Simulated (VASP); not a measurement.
GaP (space group F-43m, No. 216). Coordinates: the geometry relaxed with VASP Kohn-Sham DFT of a periodic cell, PBEsol0, VASP PAW PBE potentials, recommended (VASP 6.6.1).

```
Ga P
1.0
     5.42000    0.00000    0.00000
     0.00000    5.42000    0.00000
     0.00000    0.00000    5.42000
Ga P
4 4
Cartesian
  0.0000 0.0000 0.0000
  0.0000 2.7100 2.7100
  2.7100 0.0000 2.7100
  2.7100 2.7100 0.0000
  1.3550 1.3550 1.3550
  1.3550 4.0650 4.0650
  4.0650 1.3550 4.0650
  4.0650 4.0650 1.3550
```

Bonds are taken as Ga–P below 2.6 Å. The graph is simplified in the usual way: terminal and isolated atoms are pruned, two-connected atoms become edges.

What net does this leave?

The result is a uninodal 4-connected, three-periodic net: Ga and P are 4-connected nodes. It is the dia net, known from diamond, zinc blende and cristobalite. It is a single net, without interpenetration.

```tsv
node	links	point symbol	coordination sequence
Ga and P	4	6^6	4 12 24 42 64
```

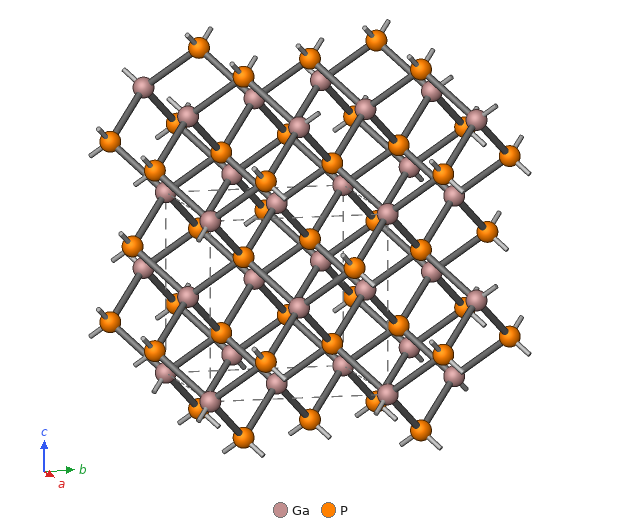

Nodes are coloured by element. Edges to nodes outside the piece are drawn as stubs.
